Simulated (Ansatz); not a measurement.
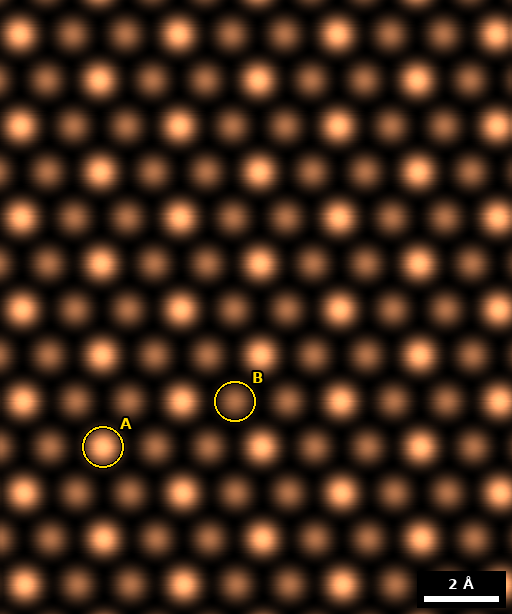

HAADF-like image of Mn (P6_3/mmc, No. 194) along [001]. Simulation: incoherent imaging, intensity Z^1.8 per atom, probe width 0.65 Å, thin sample. The probe carries 15 % of its weight in a tail 2.5 times as wide. The display is stretched by a gamma of 0.8; percentages refer to the linear signal. A slight drift was added. Atomic positions: the input geometry of an electronic-structure calculation (not necessarily at equilibrium); the starting structure was generated, so it need not be a known form of this composition.

```cif
data_structure
_symmetry_space_group_name_H-M 'P6_3/mmc'
_symmetry_Int_Tables_number 194
_cell_length_a 2.5082
_cell_length_b 2.5082
_cell_length_c 8.1484
_cell_angle_alpha 90.000
_cell_angle_beta 90.000
_cell_angle_gamma 120.000
_cell_volume 44.39
loop_
_atom_site_label
_atom_site_type_symbol
_atom_site_symmetry_multiplicity
_atom_site_Wyckoff_symbol
_atom_site_fract_x
_atom_site_fract_y
_atom_site_fract_z
_atom_site_occupancy
Mn1 Mn 2 a 0.00000 0.00000 0.00000 1
Mn2 Mn 2 c 0.33333 0.66667 0.25000 1
```

### Assign the marked columns.

A: Mn (2 Mn per 8.15 Å along the beam; the brightest kind). B: Mn (1 Mn per 8.15 Å along the beam; about 50 % of the brightest peak). Brightness is counted from the darkest point of the image.
